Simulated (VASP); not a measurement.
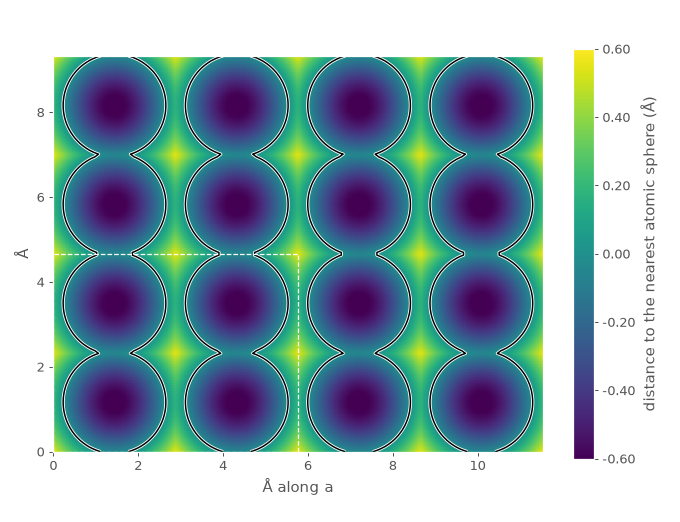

Map of the distance to the nearest atomic sphere in Ti3Al (P6_3/mmc, No. 194), computed on the section y = 0.000 (parallel to a and c; the dashed line is one cell). The black line marks the spheres' surfaces; positive values are empty space; unlabelled circles belong to atoms above or below the section.

Hard-sphere model; metallic radii: Ti 1.47 Å, Al 1.43 Å.

Origin of the cell: an entry of the Crystallography Open Database, as set up for an electronic-structure calculation.

```xyz
8
Lattice="5.7640 0.0000 0.0000 -2.8820 4.9918 0.0000 0.0000 0.0000 4.6640" Properties=species:S:1:pos:R:3 pbc="T T T"
Ti    0.0000    1.6643    3.4980
Ti    1.4413    0.8321    1.1660
Ti   -1.4407    4.1596    3.4980
Ti    2.8820    3.3275    1.1660
Ti    1.4407    4.1596    3.4980
Ti    4.3227    0.8321    1.1660
Al    2.8820    1.6639    3.4980
Al    0.0000    3.3278    1.1660
```

**Where is the largest hole in this section, and how large is it?**

At 0.000, 0.000, 0.000 (fractional), where the distance reaches 0.56 Å; it is enclosed by 6 Ti in an octahedral arrangement. It is the largest hole of the crystal.

**How much of the crystal lies outside the spheres?**

About 22 % of the cell's volume, and 33 % of this section's area.

**What can pass through?**

The largest sphere that fits anywhere has a diameter of 1.12 Å; the largest that can travel through the crystal, about 0.4 Å.
